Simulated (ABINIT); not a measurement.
ZrB: positron calculation (part 2 of 2)

Continued. System: ZrB (Cmmm, 2 atoms in the cell). Method: Kohn-Sham DFT of a periodic cell, LDA-PZ, JTH PAW LDA v2.0, no spin polarisation (ABINIT 10.8.3); cutoff 435.38 eV, 7×7×5 k-mesh, fermi-dirac of 0.05 eV. The structure was built on a prototype by a generator; it need not be a known phase.

Geometry of the input (Å; fractional positions):
```
1.9614  -1.9857  0.0000
1.9614  1.9857  0.0000
0.0000  0.0000  4.0139
Zr 0.0000  0.0000  0.5000
B  0.5000  0.5000  0.5000
```

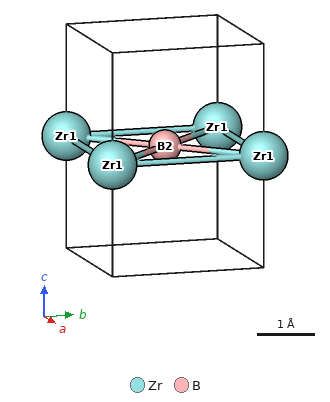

Figure 1. The input geometry (ball-and-stick view of the cell of the calculation, seen slightly off an axis; atoms are numbered from 1 in the order of the input). An atom can appear more than once, as a periodic image.

**What the program printed, continued**
```
 Mean square residual over all n,k,spin=   49.610E-08; max=  90.084E-06
 reduced coordinates (array xred) for    2 atoms
       0.000000000000      0.000000000000      0.500000000000
       0.500000000000      0.500000000000      0.500000000000
 rms dE/dt=  0.0000E+00; max dE/dt=  0.0000E+00; dE/dt below (all hartree)
    1       0.000000000000      0.000000000000      0.000000000000
    2       0.000000000000      0.000000000000      0.000000000000

 cartesian coordinates (angstrom) at end:
    1      0.00000000000000     0.00000000000000     2.00697281500000
    2      1.96143346000000     0.00000000000000     2.00697281500000

 cartesian forces (hartree/bohr) at end:
    1     -0.00000000000000    -0.00000000000000    -0.00000000000000
    2     -0.00000000000000    -0.00000000000000    -0.00000000000000
 frms,max,avg= 0.0000000E+00 0.0000000E+00   0.000E+00  0.000E+00  0.000E+00 h/b

 cartesian forces (eV/Angstrom) at end:
    1     -0.00000000000000    -0.00000000000000    -0.00000000000000
    2     -0.00000000000000    -0.00000000000000    -0.00000000000000
 frms,max,avg= 0.0000000E+00 0.0000000E+00   0.000E+00  0.000E+00  0.000E+00 e/A
 length scales=  1.000000000000  1.000000000000  1.000000000000 bohr
              =  0.529177210544  0.529177210544  0.529177210544 angstroms
 Fermi (or HOMO) energy (hartree) =   0.31839   Average Vxc (hartree)=  -0.39225
 Eigenvalues (hartree) for nkpt=  48  k points:
 kpt#   1, nband= 12, wtk=  0.00408, kpt=  0.0000  0.0000  0.0000 (reduced coord)
  -1.42578   -0.62781   -0.60319   -0.59967    0.02470    0.23929    0.24274    0.32973
   0.48139    0.49260    0.49278    0.49626
      occupation numbers for kpt#   1
   2.00000    2.00000    2.00000    2.00000    2.00000    2.00000    2.00000    0.00417
   0.00000    0.00000    0.00000    0.00000
 prteigrs : prtvol=0 or 1, do not print more k-points.

--- !EnergyTerms
iteration_state     : {dtset: 1, }
comment             : Components of total free energy in Hartree
kinetic             :  1.45584607569380E+01
hartree             :  1.36549030444575E+01
xc                  : -8.02069509399030E+00
Ewald energy        : -3.54657689818263E+01
psp_core            :  1.38549469416555E+00
local_psp           : -4.78586246581735E+01
PAW spherical_terms :  1.13762380619151E+01
internal            : -5.03699921765139E+01
'-kT*entropy'       : -2.83008021228220E-04
total_energy        : -5.03702751845351E+01
total_energy_eV     : -1.37064501336274E+03
...

--- !EnergyTermsDC
iteration_state     : {dtset: 1, }
comment             : '"Double-counting" decomposition of free energy'
band_energy         : -5.16756767656351E+00
Ewald energy        : -3.54657689818263E+01
psp_core            :  1.38549469416555E+00
xc_dc               : -1.23899424874723E+01
PAW spherical_terms :  1.26779580236078E+00
internal            : -5.03699886493358E+01
'-kT*entropy'       : -2.83008021228220E-04
total_energy_dc     : -5.03702716573570E+01
total_energy_dc_eV  : -1.37064491738333E+03
...

--- !EnergyTermsWithPAWCore
iteration_state     : {dtset: 1, }
comment             : 'Components of total free energy, including PAW core contributions'
Total energy        : -3.61933071075884E+03
Total energy DC     : -3.61933070723166E+03
Total energy (eV)   : -9.84870059223997E+04
Total energy DC (eV): -9.84870058264203E+04
...

 Cartesian components of stress tensor (hartree/bohr^3)
  sigma(1 1)= -3.59951558E-03  sigma(3 2)=  0.00000000E+00
  sigma(2 2)= -3.49019590E-03  sigma(3 1)=  0.00000000E+00
  sigma(3 3)=  1.00934962E-04  sigma(2 1)=  0.00000000E+00

-Cartesian components of stress tensor (GPa)         [Pressure=  6.8539E+01 GPa]
- sigma(1 1)= -1.05901404E+02  sigma(3 2)=  0.00000000E+00
- sigma(2 2)= -1.02685109E+02  sigma(3 1)=  0.00000000E+00
- sigma(3 3)=  2.96960912E+00  sigma(2 1)=  0.00000000E+00

================================================================================
== DATASET  2 ==================================================================

--- !DatasetInfo
iteration_state: {dtset: 2, }
dimensions: {natom: 2, nkpt: 1, mband: 1, nsppol: 1, nspinor: 1, nspden: 1, mpw: 335, }
cutoff_energies: {ecut:  16.0, pawecutdg:  32.0, }
electrons: {nelect:   1.00000000E+00, charge:   0.00000000E+00, occopt:   2.00000000E+00, tsmear:   1.00000000E-02, }
meta: {optdriver: 0, ionmov: 0, optcell: 0, iscf: 17, paral_kgb: 0, }
...

 mkfilename : getden/=0, take file _DEN from output of DATASET   1.

 Exchange-correlation functional for the present dataset will be:
  LDA: Perdew-Zunger-Ceperley-Alder - ixc=2
  J.P.Perdew and A.Zunger, PRB 23, 5048 (1981)

 Real(R)+Recip(G) space primitive vectors, cartesian coordinates (Bohr,Bohr^-1):
 R(1)=  3.7065721 -3.7524599  0.0000000  G(1)=  0.1348955 -0.1332459  0.0000000
 R(2)=  3.7065721  3.7524599  0.0000000  G(2)=  0.1348955  0.1332459  0.0000000
 R(3)=  0.0000000  0.0000000  7.5852579  G(3)=  0.0000000  0.0000000  0.1318347
 Unit cell volume ucvol=  2.1100311E+02 bohr^3
 Angles (23,13,12)=  9.00000000E+01  9.00000000E+01  9.07049568E+01 degrees

 Coarse grid specifications (used for wave-functions):

 getcut: wavevector=  0.0000  0.0000  0.0000  ngfft=  20  20  30
         ecut(hartree)=     16.000   => boxcut(ratio)=   2.10602

 Fine grid specifications (used for densities):

 getcut: wavevector=  0.0000  0.0000  0.0000  ngfft=  30  30  40
         ecut(hartree)=     32.000   => boxcut(ratio)=   2.07085

--- Pseudopotential description ------------------------------------------------
- pspini: atom type   1  psp file is ./Zr.LDA_PW-JTH.xml
 Pseudopotential format is: paw10
 basis_size (lnmax)=  6 (lmn_size= 18), orbitals=   0   0   1   1   2   2
 Spheres core radius: rc_sph= 2.22030268
 Shapefunction is BESSEL type: shapef(r,l)=aa(1,l)*jl(q(1,l)*r)+aa(2,l)*jl(q(2,l)*r)
 Radius for shape functions =  2.22030268
 Compensation charge density is not taken into account in XC energy/potential

- pspini: atom type   2  psp file is ./B.LDA_PW-JTH.xml
 Pseudopotential format is: paw10
 basis_size (lnmax)=  4 (lmn_size=  8), orbitals=   0   0   1   1
 Spheres core radius: rc_sph= 1.70616958
 Shapefunction is SIN type: shapef(r)=[sin(pi*r/rshp)/(pi*r/rshp)]**2
 Radius for shape functions =  1.40269776
 Compensation charge density is not taken into account in XC energy/potential

--------------------------------------------------------------------------------

================================================================================

--- !BeginCycle
iteration_state: {dtset: 2, }
solver: {iscf: 17, nstep: 80, nline: 10, wfoptalg: 10, }
tolerances: {toldfe: 1.00E-07, }
...

     iter   Etot(hartree)      deltaE(h)  residm     nres2
 ETOT  1  -50.939738025240    -5.094E+01 5.937E-05 5.948E-01
 ETOT  2  -50.939740803533    -2.778E-06 3.638E-12 2.719E-01
 ETOT  3  -50.939740803533    -5.969E-13 5.559E-19 6.810E-03
 ETOT  4  -50.939740803533     4.619E-13 1.659E-25 4.235E-05

 At SCF step    4, etot is converged :
  for the second time, diff in etot=  4.619E-13 < toldfe=  1.000E-07

--- !ResultsGS
iteration_state: {dtset: 2, }
comment   : Summary of ground state results
lattice_vectors:
- [  3.7065721,  -3.7524599,   0.0000000, ]
- [  3.7065721,   3.7524599,   0.0000000, ]
- [  0.0000000,   0.0000000,   7.5852579, ]
lattice_lengths: [   5.27443,    5.27443,    7.58526, ]
lattice_angles: [ 90.000,  90.000,  90.705, ] # degrees, (23, 13, 12)
lattice_volume:   2.1100311E+02
convergence: {deltae:  4.619E-13, res2:  4.235E-05, residm:  1.659E-25, diffor:  0.000E+00, }
etotal    :  -5.09397408E+01
entropy   :   0.00000000E+00
fermie    :  -5.69469146E-01
cartesian_stress_tensor: null
pressure_GPa: null
xred      :
- [  0.0000E+00,   0.0000E+00,   5.0000E-01, Zr]
- [  5.0000E-01,   5.0000E-01,   5.0000E-01,  B]
cartesian_forces: null
force_length_stats: {min: null, max: null, mean: null, }
...

 Integrated electronic density in atomic spheres:
 ------------------------------------------------
 Atom  Sphere_radius  Integrated_density
    1        2.22030          0.03145321
    2        1.70617          0.01271972

--------------------------------------------------------------------------------
 Results for electron-positron annihilation:

 # Zero-positron density limit of Arponen and Pajanne fitted by Sterne & Kaiser
   Ref.: P.A. Sterne and J.H. Kaiser, Phys. Rev. B 43, 13892 (1991)
 # Enhancement factor of Sterne & Kaiser
   Ref.: P.A. Sterne and J.H. Kaiser, Phys. Rev. B 43, 13892 (1991)

 Positron lifetime                         (ps)   =  2.34982515E+02
 Positron lifetime with IPM for core elec. (ps)   =  2.35483796E+02
 Annihilation rate                         (ns-1) =  4.25563578E+00
 Annihilation rate with IPM for core elec. (ns-1) =  4.24657670E+00

 Annihilation rate core/valence decomposition:
   Core    contribution to ann.rate          (ns-1) =  5.19181941E-02
   Valence contribution to ann.rate          (ns-1) =  4.20371759E+00
   Core    contribution to ann.rate with IPM (ns-1) =  4.12446755E-02
   Valence contribution to ann.rate with IPM (ns-1) =  4.20533202E+00

 Annihilation rate PAW decomposition:
   Plane-wave contribution to ann.rate          (ns-1) =  4.20485585E+00
   Plane-wave valence contribution to ann.rate  (ns-1) =  4.19950423E+00
   On-site core contribution to ann.rate        (ns-1) =  4.65665779E-02
   On-site valence contribution to ann.rate     (ns-1) =  4.21335979E-03
   Plane-wave contribution to ann.rate with IPM (ns-1) =  4.20319458E+00
   Plane-wave core contrb. to ann.rate with IPM (ns-1) =  2.67812582E-03

      (*) IPM=Independent particle Model

================================================================================

 ----iterations are completed or convergence reached----

 Mean square residual over all n,k,spin=   16.589E-26; max=  16.589E-26
 reduced coordinates (array xred) for    2 atoms
       0.000000000000      0.000000000000      0.500000000000
       0.500000000000      0.500000000000      0.500000000000
 rms dE/dt=  0.0000E+00; max dE/dt=  0.0000E+00; dE/dt below (all hartree)
    1       0.000000000000      0.000000000000      0.000000000000
    2       0.000000000000      0.000000000000      0.000000000000

 cartesian coordinates (angstrom) at end:
    1      0.00000000000000     0.00000000000000     2.00697281500000
    2      1.96143346000000     0.00000000000000     2.00697281500000
 length scales=  1.000000000000  1.000000000000  1.000000000000 bohr
              =  0.529177210544  0.529177210544  0.529177210544 angstroms
 Fermi (or HOMO) energy (hartree) =  -0.56947   Average Vxc (hartree)=  -0.33681
 Eigenvalues (hartree) for nkpt=   1  k points:
 kpt#   1, nband=  1, wtk=  1.00000, kpt=  0.0000  0.0000  0.0000 (reduced coord)
  -0.56947

--- !EnergyTerms
iteration_state     : {dtset: 2, }
comment             : Components of total free energy in Hartree
kinetic             :  9.13699973288476E-02
local_psp           : -1.41339945206970E+00
PAW spherical_terms :  2.20874912942656E-03
positronic          : -1.31982070561142E+00
electronic          : -5.03702716573570E+01
electron_positron_interaction:  7.49792058586477E-01
total_energy        : -5.09403003043819E+01
total_energy_eV     : -1.38615618706880E+03
...

--- !EnergyTermsDC
iteration_state     : {dtset: 2, }
comment             : '"Double-counting" decomposition of free energy'
band_energy         : -5.69469146174683E-01
PAW spherical_terms :  0.00000000000000E+00
electron_positron_dc: -7.49792058587819E-01
positronic          : -1.31926120476250E+00
electronic          : -5.03702716573570E+01
electron_positron_interaction:  7.49792058586477E-01
total_energy_dc     : -5.09397408035330E+01
total_energy_dc_eV  : -1.38614096227510E+03
...

== END DATASET(S) ==============================================================
================================================================================

 -outvars: echo values of variables after computation  --------
            acell      1.0000000000E+00  1.0000000000E+00  1.0000000000E+00 Bohr
           etotal1    -5.0370271657E+01
           etotal2    -5.0939740804E+01
            fcart1    -0.0000000000E+00 -0.0000000000E+00 -0.0000000000E+00
                      -0.0000000000E+00 -0.0000000000E+00 -0.0000000000E+00
            fcart2     9.9999999999E+99  9.9999999999E+99  9.9999999999E+99
                       9.9999999999E+99  9.9999999999E+99  9.9999999999E+99
            rprim      3.7065720536E+00 -3.7524599141E+00  0.0000000000E+00
                       3.7065720536E+00  3.7524599141E+00  0.0000000000E+00
                       0.0000000000E+00  0.0000000000E+00  7.5852579250E+00
           strten1    -3.5995155752E-03 -3.4901959043E-03  1.0093496247E-04
                       0.0000000000E+00  0.0000000000E+00  0.0000000000E+00
           strten2     9.9999999999E+99  9.9999999999E+99  9.9999999999E+99
                       9.9999999999E+99  9.9999999999E+99  9.9999999999E+99
           xangst      0.0000000000E+00  0.0000000000E+00  2.0069728150E+00
                       1.9614334600E+00  0.0000000000E+00  2.0069728150E+00
             xred      0.0000000000E+00  0.0000000000E+00  5.0000000000E-01
                       5.0000000000E-01  5.0000000000E-01  5.0000000000E-01
 Calculation completed.
```

**Results in brief**

```tsv
quantity	value
outcome	converged
space group (tolerance 0.01 Å)	Cmmm (65)
electrons treated	15
free energy	−1370.6449 eV
positron lifetime (one of the program's estimates)	235.0 ps
Fermi energy	8.664 eV
gap on the k-point mesh	none (metallic)
pressure	68.54 GPa
largest force (length of the vector)	under 0.001 eV/Å
wall time	11 s
peak memory	0.08 GiB
```

**Notes**

Points of doubt noted for this run: PAW basis incomplete for positron.
